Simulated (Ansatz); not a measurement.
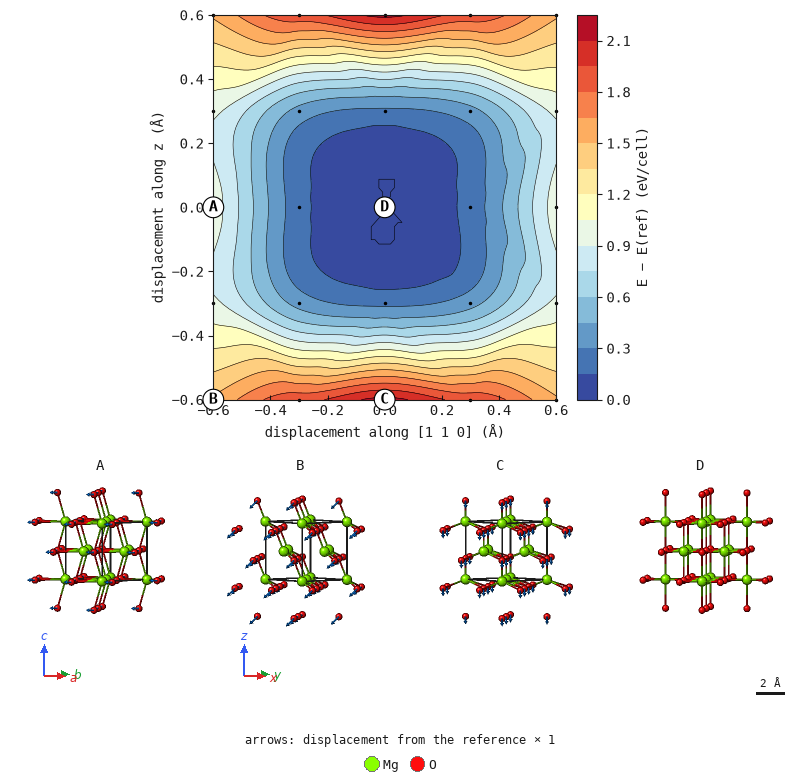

A crystal of MgO (Fm-3m): the O atom (one in each cell of 2 atoms) is moved over the plane of the Cartesian directions [1 1 0] and z, all else fixed. The map is interpolated between the computed points (dots). The lettered frames are marked on it. Style: ball-and-stick. Shown: the conventional cell (4 times the calculation's cell), nearly along the normal of the scanned plane. Blue arrows: displacements from the reference. Lengths and directions refer to the drawn axes.

Theory: Ansatz 0.2.0, DFT PBEsol, scalar-relativistic, plane waves, PAW. Set-up: plane-wave cutoff 420 eV; k-point mesh 10 × 10 × 10; occupations gaussian; smearing width 0.05 eV; no spin polarisation. Energies (free energies at the smearing named) are counted from the cell as listed in its source, which wasn't relaxed.

> What does the map show?

In pairs of (displacement along [1 1 0] (Å); displacement along z (Å)): the lowest computed point lies at (0.00, 0.00) (0.00 eV/cell), the highest at (0.00, −0.60), (0.00, 0.60) (2.15 eV/cell).  Over the ranges scanned the energy rises more along the second axis, the displacement along z. The frames lie at A (−0.60, 0.00): 0.98 eV/cell, B (−0.60, −0.60): 1.52 eV/cell, C (0.00, −0.60): 2.15 eV/cell, D (0.00, 0.00): 0.00 eV/cell.
